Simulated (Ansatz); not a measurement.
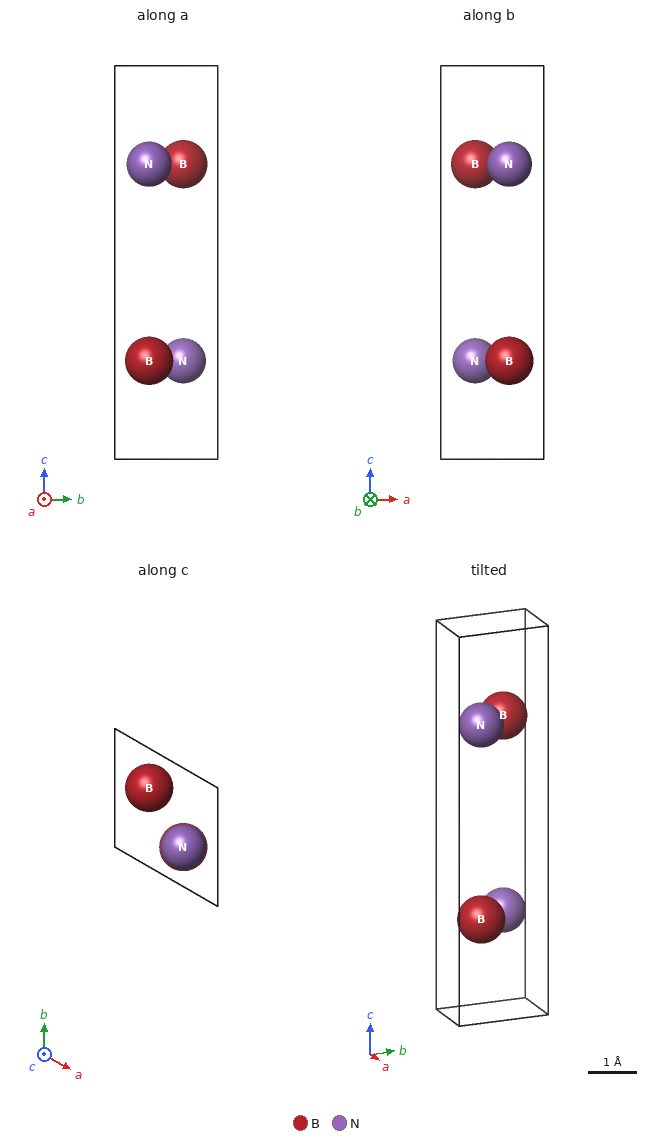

Drawn in the spheres-only manner and seen along the a axis, along the b axis, along the c axis and slightly off an axis. Lines trace the edges of the conventional unit cell.

Lattice parameters: a = 2.512 Å, b = 2.512 Å, c = 8.334 Å, α = 90.00°, β = 90.00°, γ = 120.00°. Put a along x and b in the xy plane.

> Give the structure in the form of a POSCAR file.

```
B N
1.0
     2.512    0.000    0.000
    -1.256    2.176    0.000
     0.000    0.000    8.334
B N
2 2
Direct
  0.6667 0.3333 0.2500
  0.3333 0.6667 0.7500
  0.3333 0.6667 0.2500
  0.6667 0.3333 0.7500
```

Provenance: a structure type filled with these elements by a generator (whether the compound takes this form wasn't checked). Earlier steps of the study, as a rule a relaxation of our own, may have changed the cell and positions, so they can lie some per cent off the listed ones. A calculation with Ansatz used it as input.
